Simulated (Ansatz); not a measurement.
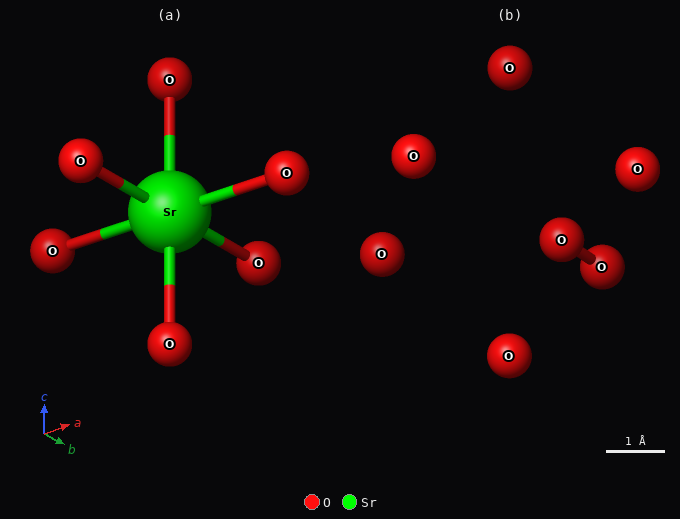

Left: perfect SrO. Right: the same region with one point defect, after relaxing the atoms in a supercell of 64 sites. A ball-and-stick model of the atoms within 3.3 Å of one point, seen from a free direction.

Level of theory: DFT, PBEsol, PAW, plane waves in Ansatz. (plane-wave cutoff 420 eV; k-point mesh 1 × 1 × 1; mesh shifted by (0.25, 0.25, 0.25); collinear spin) Fermi-Dirac smearing of 0.01 eV. A uniform background neutralises the charged cell. The axes drawn are those of the host's conventional cell.

Q: What kind of defect was made?

A: A strontium atom is replaced by oxygen.

The charge state of the cell is +3.

Q: What does the relaxation do around it?

A: In the host the Sr atom has 6 O at 2.56 Å; the O atom ends with 1 O at 1.35 Å. Of the host's atoms, an oxygen atom moves furthest from its site, by 0.23 Å. The O atom itself moves 1.37 Å from where it was put. The cell's net moment is 1.00 μB.

Limits of the set-up: the cell is charged, on a uniform background, and energies carry no finite-size correction.
